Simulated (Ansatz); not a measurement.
Rh: single-point calculation (part 2 of 2)

Rh (27 atoms in the cell); DFT PBE, scalar-relativistic, plane waves, PAW, no spin polarisation (Ansatz 0.2.0); cutoff 420 eV, 4×4×4 k-mesh, Fermi–Dirac smearing of 0.05 eV. The structure derives from an entry of the Crystallography Open Database.

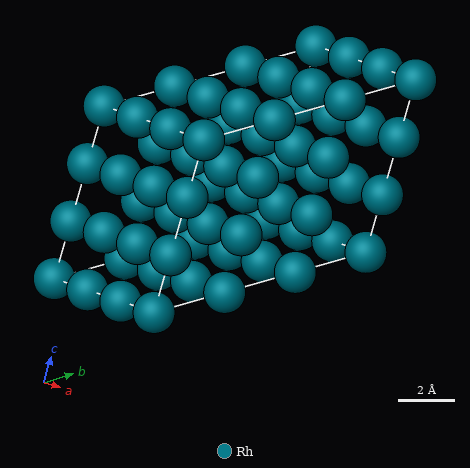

The structure as given in the input (spheres-only view of the cell of the calculation, seen slightly off an axis).

## The program's output, continued
```
  k-point 1: bands = ["-56.3563", "-56.3063", "-56.2819", "-56.2819", "-56.2819", "-56.2654", "-56.2654", "-56.2654", "-56.2651", "-56.2651", ... 66 levels left out ..., "-24.0179", "-24.0179", "-24.0179", "-24.0179", "-24.0009", "-24.0009", "-24.0009", "-23.9933", "-23.9933", "-23.9933", "-23.9638", "-23.9638", "-23.9638", "-23.9553", "-23.9553", "-23.9553", "-23.9198", "-23.9198", "-23.9189", "-23.9189", "-23.9189", "-23.9073", "-23.9073", "-23.9073", "-23.9040", "-23.9040", "-23.9040", "-23.8753", "-23.8753",
      "-23.8750", "-23.8303", "-23.8303", "14.8273", "16.3402", "16.4429", "16.7152", "16.7152", "16.7152", "16.7446", "16.7446", "16.7446", "16.7481", "16.7481", "16.7481", "17.0163", "17.0163", "17.0163", "17.0167", "17.0167", "17.0167", "17.0959", "17.0959", "17.0959", "17.5738", "17.5738", "17.5738", "17.6021", "17.6021", "17.6021", "17.6021", "17.6021", "17.6021", "17.7761", "17.7761", "17.7761", "17.7866", "17.7866", "17.7866", "18.3104",
      "18.3104", "18.3104", "18.3104", "18.3104", "18.3104", "18.6173", "18.6173", "18.6173", "19.3162", "19.3172", "19.3764", "19.3764", "19.3764", "19.4089", "19.4089", "19.4089", "19.4089", "19.4089", "19.4089", "19.4225", "19.4225", "19.4225", "19.4288", "19.4288", "19.5050", "19.5050", "19.5050", "19.5420", "19.5420", "19.5727", "19.5727", "19.5727", "19.6929", "19.6929", "19.6929", "19.7985", "19.7985", "19.8973", "19.8973", "19.8973",
      "20.3963", "20.3963", "20.3963", "20.4540", "20.4540", "20.4540", "20.4980", "20.4980", "20.4980", "20.6979", "20.6979", "20.6979", "21.1741", "21.1741", "21.1741", "21.1741", "21.1741", "21.1741", "21.3364", "21.3364", "21.3364", "21.4805", "21.4805", "21.6944", "21.6944", "21.6944", "21.6950", "21.6950", "21.6950", "21.7047", "21.7047", "22.1476", "22.1476", "22.1476", "22.1486", "22.1486", "22.1486", "22.2250", "22.2250", "22.2250",
      "22.2375", "22.2375", "22.2375", "22.3108", "22.3872", "22.3872", "22.3872", "22.4713", "22.4713", "22.4713", "22.6344", "22.6344", "22.6344", "22.7579", "22.7579", "22.7579", "22.7579", "22.7579", "22.7579", "22.8801", "22.8801", "23.0067", "23.0067", "23.0067", "23.1061", "23.1061", "23.1061", "23.5723", "23.5723", "23.5723", "24.3658", "24.3658", "24.3658", "27.3286", "27.3286", "27.3286", "29.4171", "29.4171", "29.4171", "29.4171",
      "29.4171", "29.4171", "29.7362", "29.7362", "29.7362", "31.4186", "31.4186", "31.4186", "31.7963", "31.7963", "31.7963"]
  k-point 2: bands = ["-56.3352", "-56.3352", "-56.2775", "-56.2775", "-56.2775", "-56.2775", "-56.2775", "-56.2775", "-56.2484", "-56.2484", ... 66 levels left out ..., "-24.0346", "-24.0346", "-24.0346", "-24.0346", "-24.0346", "-24.0346", "-24.0151", "-24.0151", "-23.9551", "-23.9551", "-23.9551", "-23.9551", "-23.9551", "-23.9551", "-23.9527", "-23.9527", "-23.9527", "-23.9527", "-23.9527", "-23.9527", "-23.9271", "-23.9271", "-23.9271", "-23.9271", "-23.9271", "-23.9271", "-23.9266", "-23.9266", "-23.8494",
      "-23.8494", "-23.8494", "-23.8494", "15.5663", "15.5663", "16.3784", "16.7686", "16.7686", "16.7686", "16.7686", "16.7686", "16.7686", "17.1042", "17.1042", "17.1042", "17.1042", "17.1042", "17.1042", "17.2569", "17.2569", "17.2569", "17.2569", "17.2569", "17.2569", "17.2964", "17.2964", "17.2964", "17.2964", "17.2964", "17.2964", "17.9053", "17.9053", "17.9053", "17.9053", "17.9053", "17.9053", "18.0806", "18.0806", "18.0806", "18.0806",
      "18.0806", "18.0806", "18.3698", "18.3698", "18.3698", "18.3698", "18.3698", "18.3698", "18.9661", "18.9661", "18.9661", "18.9661", "18.9661", "18.9661", "19.1058", "19.1058", "19.2264", "19.2264", "19.2264", "19.2264", "19.2264", "19.2264", "19.3547", "19.3547", "19.6191", "19.6191", "19.6191", "19.6191", "19.6191", "19.6191", "19.7581", "19.7581", "19.7581", "19.7581", "19.9461", "19.9461", "19.9461", "19.9461", "19.9461", "19.9461",
      "20.0904", "20.0904", "20.0904", "20.0904", "20.0904", "20.0904", "20.5027", "20.5027", "20.5027", "20.5027", "20.5027", "20.5027", "21.1033", "21.1033", "21.1033", "21.1033", "21.1033", "21.1033", "21.1108", "21.1108", "21.1108", "21.1108", "21.1108", "21.1108", "21.4333", "21.4333", "21.4333", "21.4333", "21.9952", "21.9952", "21.9952", "21.9952", "21.9952", "21.9952", "22.0710", "22.0710", "22.0710", "22.0710", "22.0710", "22.0710",
      "22.4068", "22.4068", "22.4068", "22.4068", "22.4068", "22.4068", "22.5938", "22.5938", "22.5938", "22.5938", "22.5938", "22.5938", "22.9844", "22.9844", "22.9844", "22.9844", "22.9844", "22.9844", "23.1166", "23.1166", "23.2766", "23.3127", "23.3127", "23.3127", "23.3127", "23.3127", "23.3127", "25.4134", "25.4134", "25.4134", "25.4134", "25.4134", "25.4134", "26.9616", "26.9616", "26.9616", "26.9616", "26.9616", "26.9616", "29.7102",
      "29.7102", "29.7102", "29.7102", "29.7102", "29.7102", "31.1533", "31.1533", "31.1533", "31.1533", "31.1533", "31.1533"]
  k-point 7: bands = ["-56.3179", "-56.3179", "-56.3179", "-56.3179", "-56.2678", "-56.2678", "-56.2678", "-56.2678", "-56.2388", "-56.2388", ... 66 levels left out ..., "-24.0511", "-24.0511", "-24.0511", "-24.0511", "-24.0253", "-24.0253", "-24.0253", "-24.0253", "-23.9875", "-23.9875", "-23.9875", "-23.9875", "-23.9875", "-23.9875", "-23.9875", "-23.9875", "-23.9550", "-23.9550", "-23.9550", "-23.9550", "-23.9140", "-23.9140", "-23.9140", "-23.9140", "-23.9135", "-23.9135", "-23.9135", "-23.9135", "-23.8681",
      "-23.8681", "-23.8681", "-23.8681", "16.1937", "16.1937", "16.1937", "16.1937", "16.4311", "16.4311", "16.7927", "16.7927", "16.9448", "16.9448", "16.9448", "16.9448", "17.2941", "17.2941", "17.2941", "17.2941", "17.3683", "17.3683", "17.3683", "17.3683", "17.3683", "17.3683", "17.3683", "17.3683", "17.4805", "17.6304", "17.6304", "17.6304", "17.6304", "17.7802", "17.7802", "17.7802", "17.7802", "18.2915", "18.2915", "18.2915", "18.2915",
      "18.4255", "18.4255", "18.4255", "18.4255", "18.4255", "18.4255", "18.4255", "18.4255", "18.6170", "18.6170", "18.6170", "18.6170", "18.7113", "18.7113", "18.8404", "18.8404", "18.8404", "18.8404", "19.2039", "19.2039", "19.2039", "19.2039", "19.4510", "19.4510", "19.4510", "19.4510", "19.4510", "19.4510", "19.4510", "19.4510", "19.8692", "19.8692", "19.8692", "19.8692", "19.8977", "19.8977", "19.8977", "19.8977", "19.9430", "19.9430",
      "19.9430", "19.9430", "20.1949", "20.1949", "20.1949", "20.1949", "20.7489", "20.7489", "20.7489", "20.7489", "20.8376", "20.8376", "20.8376", "20.8376", "20.8376", "20.8376", "20.8376", "20.8376", "20.9199", "20.9199", "20.9199", "20.9199", "20.9766", "20.9766", "20.9766", "20.9766", "21.1123", "21.1123", "21.1123", "21.1123", "21.3249", "21.9328", "21.9328", "21.9328", "21.9328", "22.0156", "22.0156", "22.0156", "22.0156", "22.1488",
      "22.1488", "22.7184", "22.7184", "22.8716", "22.8716", "22.8716", "22.8716", "22.8716", "22.8716", "22.8716", "22.8716", "23.0075", "23.0075", "23.0075", "23.0075", "23.1034", "23.1034", "23.1034", "23.1034", "23.5394", "23.5394", "23.5420", "24.0723", "24.0723", "24.0723", "24.0723", "25.8800", "25.8800", "25.8800", "25.8800", "25.8800", "25.8800", "25.8800", "25.8800", "26.3026", "26.3026", "26.3026", "26.3026", "27.4148", "27.4148",
      "28.1615", "28.1615", "28.1615", "28.1615", "31.0992", "31.0992", "31.0992", "31.0992", "32.2145", "32.2145", "33.6057"]
--- Core levels from the Fermi level (as output.core_levels.counted_from types it; a hole's nearest image at 8.1 Å) ---
  the holes have spin, as output.core_levels.add_spin types it
  atom         alike  shell      binding/eV   shift/eV difference/eV images/eV   SCF
  Rh 0            27     3d         306.826     +0.000       306.826         –    13
  the dataset of Rh with a 3d hole: scattering error 0.003 eV; free atom: scalar-relativistic, large and small components
  the two lines of Rh's 3d: 3d3/2 +2.836 eV and 3d5/2 -1.890 eV off its levels, 2 : 3 in strength
```

## Key numbers

| quantity | value |
| --- | --- |
| outcome | converged |
| space group (tolerance 0.01 Å) | Fm-3m (225) |
| electrons treated | 459 |
| free energy | −172877.9726 eV |
| Fermi energy | 22.563 eV |
| gap on the k-point mesh | none (metallic) |
| largest force (length of the vector) | under 0.001 eV/Å |
| hardware | 4 threads of Arm Neoverse N1, 98 GiB of memory available, shared host |
| wall time | 2 min (CPU time 7.7 min) |
| peak memory | 2.6 GiB |
